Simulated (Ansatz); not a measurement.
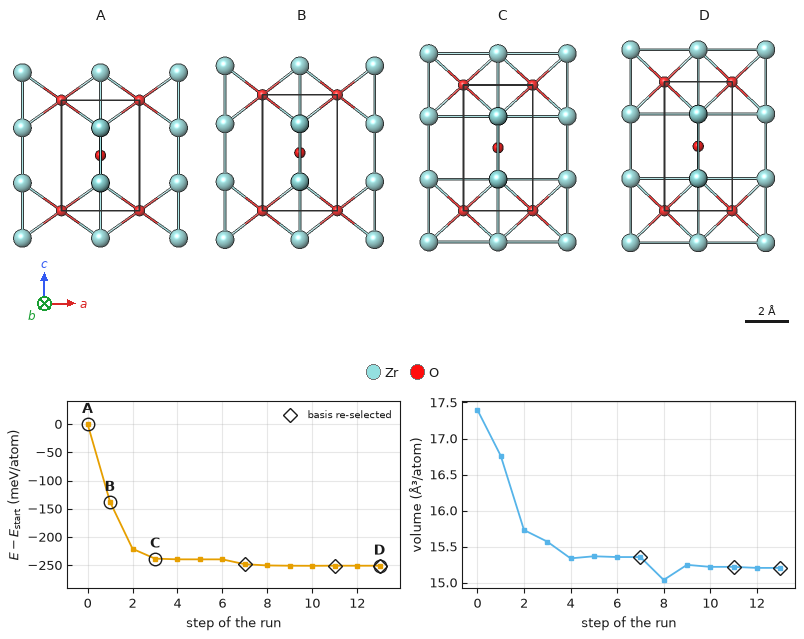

Frames of a relaxation of solid ZrO (a generated structure, set up in P4_2/mmc), marked on the history of the run. A ball-and-stick model of the cell of the calculation, seen along the b axis.

Method: DFT PBE, scalar-relativistic, plane waves, PAW in Ansatz.

Input file:
```yaml
crystal:
  lattice:
    - [3.66443666, 0.0, 0.0]
    - [0.0, 3.66443666, 0.0]
    - [0.0, 0.0, 5.18229602]
  atoms:
    - { symbol: Zr, position: [0.5, 0.5, 0.25] }
    - { symbol: Zr, position: [0.5, 0.5, 0.75] }
    - { symbol: O, position: [0.0, 0.5, 0.0] }
    - { symbol: O, position: [0.5, 0.0, 0.5] }
basis:
  ecutwfc: 420
kpoints:
  mp_grid: { grid: [12, 12, 10] }
hamiltonian:
  xc: pbe
scf:
  occupations: { method: gaussian, width: 0.1 }
output:
  forces: true
  stress: true
  eigenvalues: true
relax:
  adjacent_minimum: "off"
  f_tol: 0.01
  max_steps: 80
  cell: { stress_tol: 0.05 }
```

Run as
```bash
ansatz run input.yaml --threads 1 --pin off --max-ram 2048MiB --backend cpu --events-out ev --progress --plain --runs-dir out
```

> Describe the path.

The atoms keep their places relative to the cell (all moves are under 0.005 Å). Cell: a = b 3.664 → 3.172 Å (−13.4 %), c 5.182 → 6.043 Å (+16.6 %). Volume −12.6 %. Among the contacts that change: Zr1–Zr1 3.664 → 3.172 Å, Zr1–Zr2 2.591 → 3.021 Å, Zr1–O3 2.244 → 2.190 Å. Among the angles between lasting bonds that change: Zr1–O3–Zr2 70.5° → 87.2°, O3–Zr1–O3 109.5° → 92.8°, Zr1–O3–Zr1 109.5° → 92.8°. The space group stays P4_2/mmc (No. 131). Over 10 accepted moves (13 points after the start) the energy falls by 251 meV per atom. All forces vanish by symmetry, so only the cell relaxes. The pressure goes from −2.64 to 0.00 GPa. At 3 points the geometry stayed and the basis and grid were re-selected for the new cell (energy shift of 8.6 meV per atom at most each time). Cost: 95 s on 1 thread of Intel(R) Xeon(R) 6975P-C (Granite Rapids), with other jobs on the host, peak memory 0.56 GiB. From step 0 to 1: volume −3.7 %, energy −138 meV per atom. From step 1 to 3: volume −7.1 %, energy −100 meV per atom. From step 3 to 13: volume −2.3 %, energy −12.5 meV per atom.

```json
{"step": "0", "E − E(0), meV/atom": "0.00", "pressure, GPa": "-2.64", "volume, Å³/atom": "17.397", "note": ""}
{"step": "1", "E − E(0), meV/atom": "-138.04", "pressure, GPa": "-2.38", "volume, Å³/atom": "16.761", "note": ""}
{"step": "2", "E − E(0), meV/atom": "-220.99", "pressure, GPa": "1.37", "volume, Å³/atom": "15.730", "note": ""}
{"step": "3", "E − E(0), meV/atom": "-238.43", "pressure, GPa": "-1.33", "volume, Å³/atom": "15.569", "note": ""}
{"step": "4", "E − E(0), meV/atom": "-239.67", "pressure, GPa": "0.51", "volume, Å³/atom": "15.336", "note": ""}
{"step": "5", "E − E(0), meV/atom": "-239.70", "pressure, GPa": "0.04", "volume, Å³/atom": "15.365", "note": ""}
{"step": "6", "E − E(0), meV/atom": "-239.73", "pressure, GPa": "0.01", "volume, Å³/atom": "15.355", "note": ""}
{"step": "7", "E − E(0), meV/atom": "-248.33", "pressure, GPa": "0.55", "volume, Å³/atom": "15.355", "note": "same geometry, new basis"}
{"step": "8", "E − E(0), meV/atom": "-250.48", "pressure, GPa": "0.97", "volume, Å³/atom": "15.037", "note": ""}
{"step": "9", "E − E(0), meV/atom": "-250.97", "pressure, GPa": "-0.02", "volume, Å³/atom": "15.246", "note": ""}
{"step": "10", "E − E(0), meV/atom": "-251.10", "pressure, GPa": "0.01", "volume, Å³/atom": "15.218", "note": ""}
{"step": "11", "E − E(0), meV/atom": "-250.92", "pressure, GPa": "-0.02", "volume, Å³/atom": "15.218", "note": "same geometry, new basis"}
{"step": "12", "E − E(0), meV/atom": "-250.97", "pressure, GPa": "0.00", "volume, Å³/atom": "15.204", "note": ""}
{"step": "13", "E − E(0), meV/atom": "-250.93", "pressure, GPa": "0.00", "volume, Å³/atom": "15.204", "note": "same geometry, new basis"}
```
